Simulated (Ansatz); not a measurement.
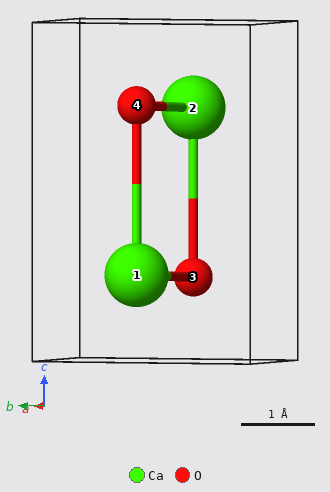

The structure (ball-and-stick view of the cell of the calculation, seen at an oblique angle; atoms are numbered from 1 in the order of the input). Near neighbours in the crystal (not all of them lie inside the picture): Ca has 5 O at 2.25 to 2.34 Å; O has 5 Ca at 2.25 to 2.34 Å.

CaO: single-point calculation

CaO (4 atoms in the cell), computed with DFT, r2SCAN, plane waves, PAW, no spin polarisation (Ansatz 0.2.0).

The structure was built on a prototype by a generator. The geometry comes from this level: r2SCAN. It belongs to a series of runs on one base structure; here: volume -6%. Figures and captions count atoms from 1; the log counts them from 0 in places.

**Input**
```yaml
crystal:
  lattice:
    - [3.8997586203, 0.0, 0.0]
    - [-1.9498793101, 3.3772900338, 0.0]
    - [0.0, 0.0, 4.6727385735]
  atoms:
    - { symbol: Ca, position: [0.3333333333, 0.6666666667, 0.25] }
    - { symbol: Ca, position: [0.6666666667, 0.3333333333, 0.75] }
    - { symbol: O, position: [0.6666666667, 0.3333333333, 0.25] }
    - { symbol: O, position: [0.3333333333, 0.6666666667, 0.75] }
kpoints:
  mp_grid: { grid: [6, 6, 4] }
hamiltonian:
  xc: r2scan
scf:
  occupations: { method: fixed }
  n_extra_bands: 5
output:
  forces: true
  stress: true
  eigenvalues: true
```

Launched with:
```bash
ansatz run input.yaml --threads 2 --pin off --max-ram 2764MiB --backend cpu --events-out ev --progress --plain --runs-dir out
```

**The program's output**
```
scf.n_extra_bands = 5 over 16 filled bands (N_el = 32.0): the run solves 21 bands
Engine: ansatz 0.2.0, aarch64-unknown-linux-gnu
Pseudopotentials: kind: paw
Pseudopotential: Ca, paw, valence charge 10, recommended cutoff 500 eV (meta_gga), Ca.paw.azcp
Pseudopotential: O, paw, valence charge 6, recommended cutoff 500 eV (meta_gga), O.paw.azcp
Functional definition: r2SCAN
  parameter k0 = 0.174
  parameter k1 = 0.065
  parameter a1 = 4.9479
  exchange = r2scan_x(k0 = k0, k1 = k1, a1 = a1)
  correlation = r2scan_c
Crystal: 4 atoms, lattice volume = 61.543 Å³
Basis set: ecut = 500 eV, 1559 PW (Γ), exchange–correlation on 120×120×144 points (64 copies of the dense FFT grid, shifted against one another)
Bands: 21, of which v1, the nominal top of the filled ones, is band 16 counted from 1 (15 counted from 0)
Symmetry: 24 space group operations
Space group: P63/mmc (ITA 194), of the structure as read, at distance tolerance 3.9e-5 Å
k-points: 21 of 144
Non-local potential: Ca, projectors of the file, l = 0: 3, l = 1: 2, l = 2: 2
Non-local potential: O, projectors of the file, l = 0: 2, l = 1: 2, l = 2: 1
PAW form: soft (Blöchl's): semilocal exchange-correlation on the pseudo side does not see the compensation charge
PAW frozen core: Ca, regenerated for the run's functional (the file was generated under x = pbe(κ = 0.804, μ = 0.2195149727645171), c = pbe(β = 0.06672455060314922))
PAW frozen core: O, regenerated for the run's functional (the file was generated under x = pbe(κ = 0.804, μ = 0.2195149727645171), c = pbe(β = 0.06672455060314922))
PAW one-centre angular grid: Ca, 302 points (default); XC on 160 Gauss nodes
PAW one-centre angular grid: O, 302 points (default); XC on 160 Gauss nodes
Initial density: superposition of atomic densities (neutral atoms: chi_scale 0, normalization atom), corrected by the library's trained network
Initial wavefunctions: pseudopotential atomic-orbital guess
Functional: x = r2scan, c = r2scan; τ floored in thin density (d = 2e-4 eV/Å³)
SCF iter   1: F=—  HF=-4787.537981 eV  |F-HF|=—  |Δ(HF+E_count)|=         —  Δρ=9.39e-3  dr2=6.45e-2  dr2_τ=1.40e-1  ethr=1.77e-3  ⟨swp⟩=4.3  Hψ=1876  notcnv=0  defer=57
preconditioner: auto → Resta (q_TF=auto, 2.447 Å⁻¹)  ε∞=2.9  [insulator: Δε(μ)=4.077 eV  Ē_g=18.356 eV  n_scr=20 (ndim 8)  ℏωp=25.0 eV  f_vac=0.101  ε∞_Penn≈2.9]
SCF iter   2: F=—  HF=-4787.708705 eV  |F-HF|=—  |Δ(HF+E_count)|=   1.71e-1  Δρ=5.26e-3  dr2=6.12e-3  dr2_τ=2.79e-3  ethr=2.02e-4  ⟨swp⟩=2.7  Hψ=933  notcnv=0  defer=56
SCF iter   3: F=—  HF=-4787.708127 eV  |F-HF|=—  |Δ(HF+E_count)|=   5.78e-4  Δρ=2.07e-3  dr2=1.66e-3  dr2_τ=1.41e-4  ethr=1.91e-5  ⟨swp⟩=2.1  Hψ=613  notcnv=0  defer=63
SCF iter   4: F=—  HF=-4787.707950 eV  |F-HF|=—  |Δ(HF+E_count)|=   1.77e-4  Δρ=3.85e-4  dr2=4.75e-5  dr2_τ=1.25e-5  ethr=5.20e-6  ⟨swp⟩=2.2  Hψ=728  notcnv=0  defer=62
SCF iter   5: F=—  HF=-4787.707971 eV  |F-HF|=—  |Δ(HF+E_count)|=   2.12e-5  Δρ=6.42e-5  dr2=1.98e-6  dr2_τ=2.51e-7  ethr=1.49e-7  ⟨swp⟩=2.3  Hψ=658  notcnv=0  defer=46
SCF iter   6: F=-4787.707973 eV  HF=-4787.707973 eV  |F-HF|=1.53e-8  |Δ(HF+E_count)|=   1.72e-6  Δρ=1.12e-5  dr2=5.94e-8  dr2_τ=9.86e-9  ethr=3.13e-10  ⟨swp⟩=9.1  Hψ=2986  notcnv=0
SCF 1 converged in 6 iterations: F = -4787.707973 eV  dr2 = 5.94e-8
  greatest PAW one-centre occupation: 0.995 electrons in one spin orbital (limit 2), on the Ca atom at site 1 (counted from 0), in its partial waves of l = 0
SCF converged after 6 iterations
Free energy (F): -4787.707973 eV
Harris-Foulkes:  -4787.707973 eV  (|F-HF|=1.53e-8)
Internal energy: -4787.707973 eV  (E = F + TS)
E sigma→0 (E₀):  -4787.707973 eV
Fermi energy:    6.166438 eV
--- Per-component energies (eV) ---
  E_band       = -263.452833
  E_kinetic    = 918.406907
  E_local      = -2110.061138  (includes V_loc(G=0)·N_el)
  E_nonlocal   = 221.633519
  E_hartree    = 736.247476
  E_xc         = -425.297360
  E_vxc        = -606.640302  (∫ρ·V_xc dr)
  E_paw        = -2047.859771  (= ΣΔE_a)
  E_vpaw       = -196.712467  (= ΣTr[D̂ρ^β])
  E_aug_tail   = 0.002048  (compensation charges beyond the density's cutoff)
  E_vtau       = 37.416128  (kinetic-family band-sum trace: ∫τ·v_τ [+ j·A + Jᵃ·Aᵃ] dr)
  E_ewald      = -2080.274441
  E_core_change = -0.505212  (= ΣΔE_core)
  E_smearing   = -0.000000  (= −TS)
  E_closure    = 0.000000  (closes the sum)
  Σ components = -4787.707973   (vs F -4787.707973, Δ=0.00e0)
--- Forces (eV/Å), atoms counted from 1 ---
  atom   1  Ca    -0.00000000    -0.00000000     0.00000000
  atom   2  Ca    -0.00000000     0.00000000    -0.00000000
  atom   3  O      0.00000000     0.00000000    -0.00000000
  atom   4  O     -0.00000000    -0.00000000     0.00000000
  max |Σ_I F_I| component: 5.55e-17 eV/Å
--- Stress (GPa, compression-positive) ---
        6.355825       0.000000      -0.000000
        0.000000       6.355825       0.000000
       -0.000000       0.000000       7.219458
  P = ⅓ Tr σ = 6.6437 GPa (66.437 kbar)
--- Band table (eV; the first three rows and the last of 21) ---
  k-point 0: bands = ["-32.5964", "-32.4223", "-13.1478", "-12.8352", "-12.8352", "-12.5927", "-12.5927", "-12.4364", "-10.3316", "-10.1851", "4.8821", "4.8821", "4.8920", "4.8920", "5.1243", "6.1664", "10.0205", "13.1349", "13.1349", "14.9752", "15.0052"]
  k-point 1: bands = ["-32.5705", "-32.4473", "-13.2323", "-12.7992", "-12.7992", "-12.7878", "-12.6277", "-12.6277", "-9.9347", "-9.8948", "4.7425", "4.8147", "4.8147", "4.8290", "4.8290", "5.3246", "10.5964", "13.6593", "13.7541", "13.7541", "15.5376"]
  k-point 2: bands = ["-32.5085", "-32.5085", "-13.1855", "-13.1855", "-12.7128", "-12.7128", "-12.7128", "-12.7128", "-9.6082", "-9.6082", "4.4997", "4.4997", "4.7589", "4.7589", "4.7589", "4.7589", "11.8746", "11.8746", "14.9659", "14.9659", "14.9659"]
  k-point 20: bands = ["-32.4861", "-32.4861", "-13.8938", "-13.8938", "-12.8455", "-12.8455", "-12.4685", "-12.4685", "-8.9205", "-8.9205", "4.0945", "4.0945", "5.1517", "5.1517", "5.2290", "5.2290", "11.4939", "11.4939", "14.5840", "14.5840", "15.2563"]
```

**Results in brief**

| quantity | value |
| --- | --- |
| outcome | converged |
| space group (tolerance 0.01 Å) | P6₃/mmc (194) |
| electrons treated | 32 |
| free energy | −4787.7080 eV |
| Fermi energy | 6.166 eV |
| gap on the k-point mesh | 3.85 eV |
| pressure | 6.64 GPa |
| largest force (length of the vector) | under 0.001 eV/Å |
| hardware | 2 threads of Arm Neoverse V2, 24 GiB of memory available, shared host |
| wall time | 1.9 s (CPU time 3.6 s) |
| peak memory | 0.44 GiB |

The cell is under a pressure of 6.6 GPa at this level, so it is not at its equilibrium volume.
